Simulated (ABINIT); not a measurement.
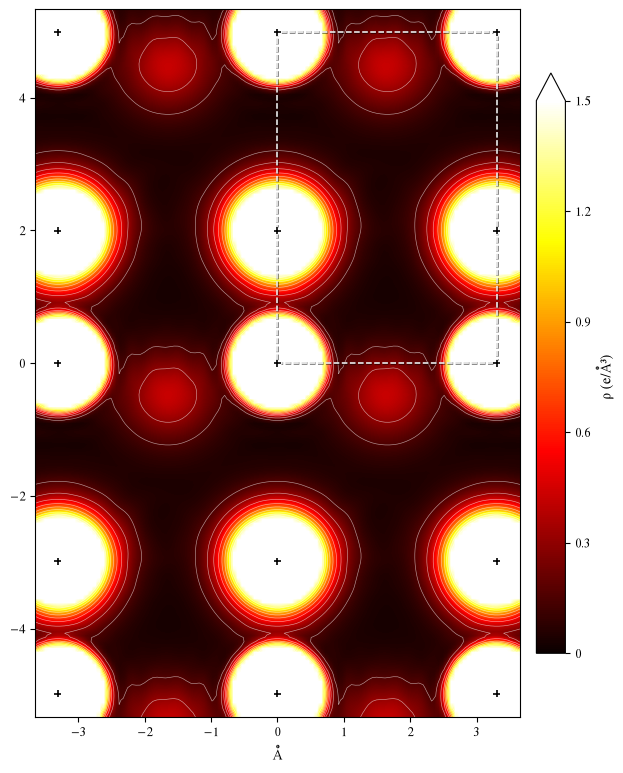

The valence pseudo-density on a plane through atoms (crosses mark nuclei in the plane).

Computed with Kohn-Sham DFT of a periodic cell, TB-mBJ, JTH PAW LDA v2.0 (ABINIT).

Candidates:
A. PbS, a = 4.23 Å, b = 4.23 Å, c = 10.36 Å, α = 90.00°, β = 90.00°, γ = 120.00°. Space group R3m; a structure from a database of computed crystals, not necessarily the ambient phase.
B. MgO, a = 3.31 Å, b = 3.31 Å, c = 4.98 Å, α = 90.00°, β = 90.00°, γ = 120.00°. Space group P6₃mc; a structure from a database of computed crystals, not necessarily the ambient phase.

### Which candidate gave the map?

Candidate B: MgO on the (010) plane of the conventional cell, which holds Mg and O. Mg–O (1.99 Å): ρ at the midpoint is about 0.41 e/Å³.
